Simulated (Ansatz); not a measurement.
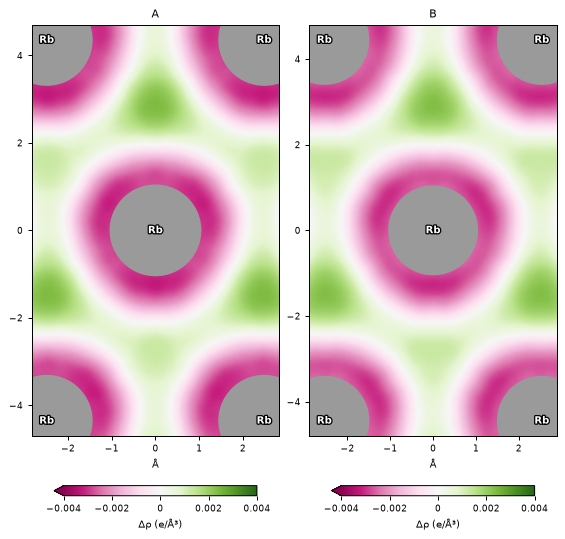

Rb: deformation density on the (001) plane of the conventional cell at two volumes, with the same fractional coordinates and one colour scale. Grey discs cover the cores. Panel A has 94 % of the volume of panel B.

Space group Cmcm. This isn't the usual form at ambient conditions. The cell comes from a database of computed structures, not from a measurement.

Theory: DFT PBE, scalar-relativistic, plane waves, PAW in Ansatz 0.2.0.

Question: What changes between the database cell and the scaled one?

Answer: The pressure is −0.1 GPa in B and 0.1 GPa in A. The rearranged charge is 0.07 e an atom in B and 0.07 e in A.
